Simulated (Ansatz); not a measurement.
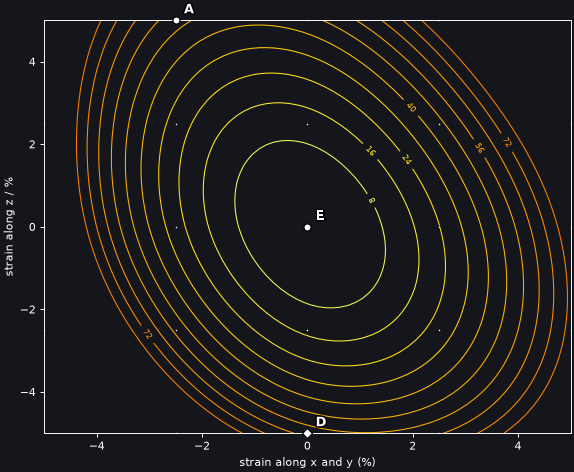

TaSi2 (P6_222, No. 180; 9 atoms in the cell). The cell is strained homogeneously, by one strain along x and y and another along z, with fractional coordinates fixed (x along [1 0 0], z along [0 0 1] of the conventional cell). The first coordinate is: strain along x and y; the second: strain along z. The grid has 5 × 5 points. Energies: meV/atom, counted from the lowest grid point. Theory: DFT PBEsol, scalar-relativistic, plane waves, PAW in Ansatz. Settings: cutoff 420 eV, k-mesh 12×12×6 in the order of the run's cell vectors, gaussian smearing 0.15 eV, no spin polarisation.

In the figure: contour lines labelled in meV/atom (none above 80), dots at the grid points, lettered points. Between grid points the surface is interpolated.

Rank the lettered points by energy, lowest first.

Answer. E (0 meV/atom), A (51 meV/atom), D (61 meV/atom).
